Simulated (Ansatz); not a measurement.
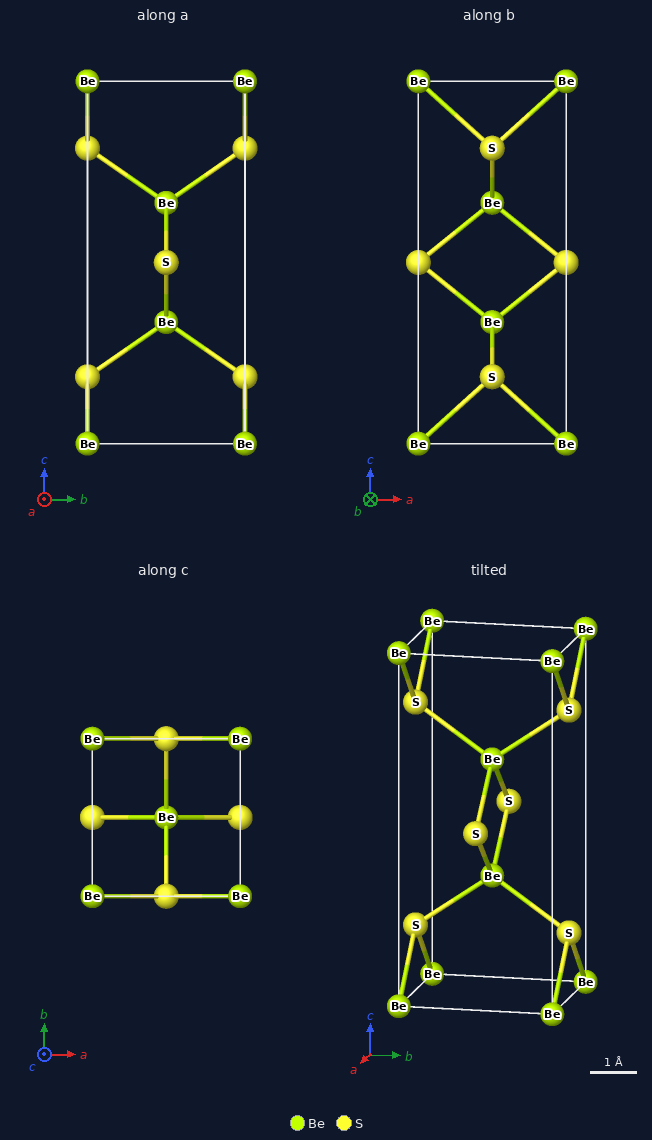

Shown here is a ball-and-stick view of the crystal, taken along the a axis, along the b axis, along the c axis and slightly off an axis. One conventional unit cell is framed, with atoms on its boundary repeated.

Lattice parameters: a = 3.2805 Å, b = 3.4975 Å, c = 8.0454 Å, α = 90.000°, β = 90.000°, γ = 90.000°.

Question: Put the structure into a CIF with its space group and independent sites, with free fractional coordinates to two decimals.

Answer:
```cif
data_structure
_symmetry_space_group_name_H-M 'P m m m'
_symmetry_Int_Tables_number 47
_cell_length_a 3.2805
_cell_length_b 3.4975
_cell_length_c 8.0454
_cell_angle_alpha 90.000
_cell_angle_beta 90.000
_cell_angle_gamma 90.000
_cell_volume 92.31
loop_
_atom_site_label
_atom_site_type_symbol
_atom_site_symmetry_multiplicity
_atom_site_Wyckoff_symbol
_atom_site_fract_x
_atom_site_fract_y
_atom_site_fract_z
_atom_site_occupancy
Be1 Be 2 t 0.50 0.50 0.66 1
Be2 Be 1 a 0.00 0.00 0.00 1
S1 S 2 s 0.50 0.00 0.82 1
S2 S 1 g 0.00 0.50 0.50 1
```

The model was built from a structure type filled with these elements by a generator (whether the compound takes this form wasn't checked). Earlier steps of the study may have refined or changed the cell and positions. A calculation with Ansatz used it as input.
